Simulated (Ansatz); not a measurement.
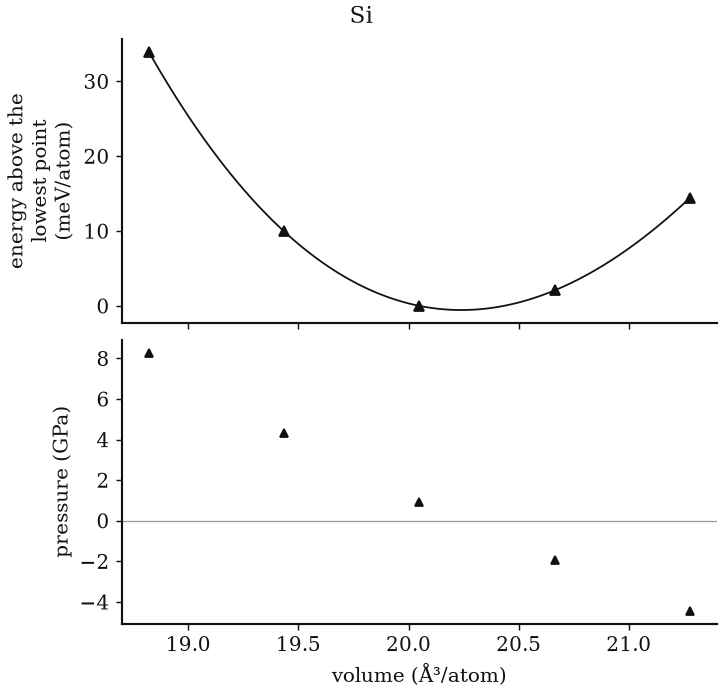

The plot gives the computed energy above the lowest point and pressure against volume for Si, space group Fd-3m (No. 227) (one of a set of cubic test structures, which need not be the stable phase).

How it was computed, with Ansatz 0.2.0 development build: equation of state of a cubic crystal from periodic Kohn-Sham density functional theory without spin, third-order Birch-Murnaghan fit to the free energies; pressure corrected for the finite basis. Level: HSE06.

structure type diamond; atoms in cell 2; space group number 227; lattice centring face-centred primitive; k mesh 4×4×4; occupation method Fermi–Dirac; occupation width 0.05 eV; wave cutoff 700 eV; datasets hard PAW; density tolerance 0 eV; bands 16; density cutoff ratio 4; search for lower states default; exchange singularity regularized.

Give the fitted equation-of-state parameters.

Answer. A third-order Birch–Murnaghan fit gives V0 = 20.24 Å³/atom, B0 = 98.2 GPa and B′ = 4.1.

What does the pressure do across the range?

Answer. It falls from 8.3 GPa at volume 18.82 Å³/atom to −4.4 GPa at 21.28 Å³/atom, and changes sign near 20.25 Å³/atom.

Limits of the calculation: modest k-mesh, values are not fully converged in k; pseudopotentials made with PBE, not this functional.
